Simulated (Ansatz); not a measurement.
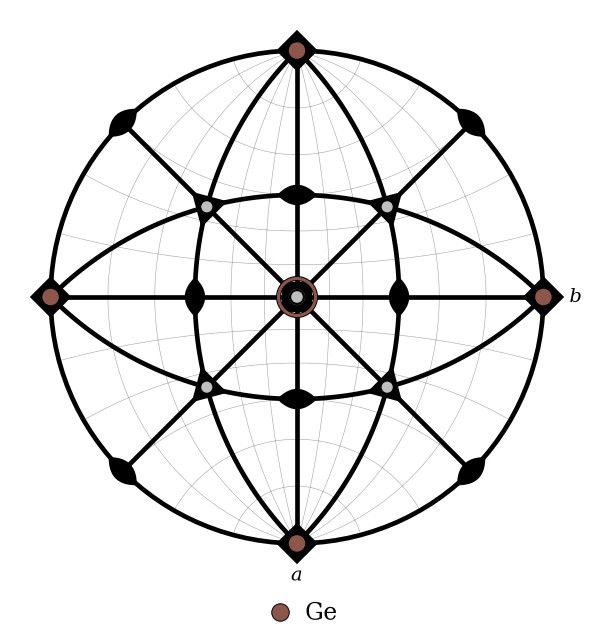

Directions from one germanium atom at (0, 0, 0) to its bonded neighbours, in stereographic projection down c (filled: above the plane of the page or in it, open: below). Crystal: Ge, coordinates from a relaxation with Ansatz 0.2.0, DFT, LDA (PW92), plane waves (420 eV) with PAW, scalar-relativistic; the starting structure was generated, so it need not be a known form of this composition. All values are computed from the atomic coordinates in the standard setting (tolerance 0.002 Å).

Neighbours are counted up to 2.93 Å for Ge. The symmetry elements of the site are drawn in: heavy lines are mirror planes (a heavy rim: a mirror in the plane of the page); lens, triangle, square and hexagon are 2-, 3-, 4- and 6-fold axes, a lens in an open square is −4, a triangle in an open hexagon −6; thin dashed diameters join the ends of axes that lie in the page; a small open circle marks inversion.

```
CELL_PARAMETERS angstrom
2.64664 0.00000 0.00000
0.00000 2.64664 0.00000
0.00000 0.00000 2.64664
ATOMIC_POSITIONS crystal
Ge 0.00000 0.00000 0.00000
```

Q: How many neighbours are there, and at what angles?

A: 6: 6 Ge at 2.65 Å. Angles between bonds: 90° (12×), 180° (3×).

Q: What is the site's symmetry in the crystal?

A: Point group m-3m (Oh), order 48: three fourfold axes, four threefold axes, six twofold axes, nine mirror planes, an inversion centre. In Pm-3m (No. 221) this is Wyckoff position 1a.
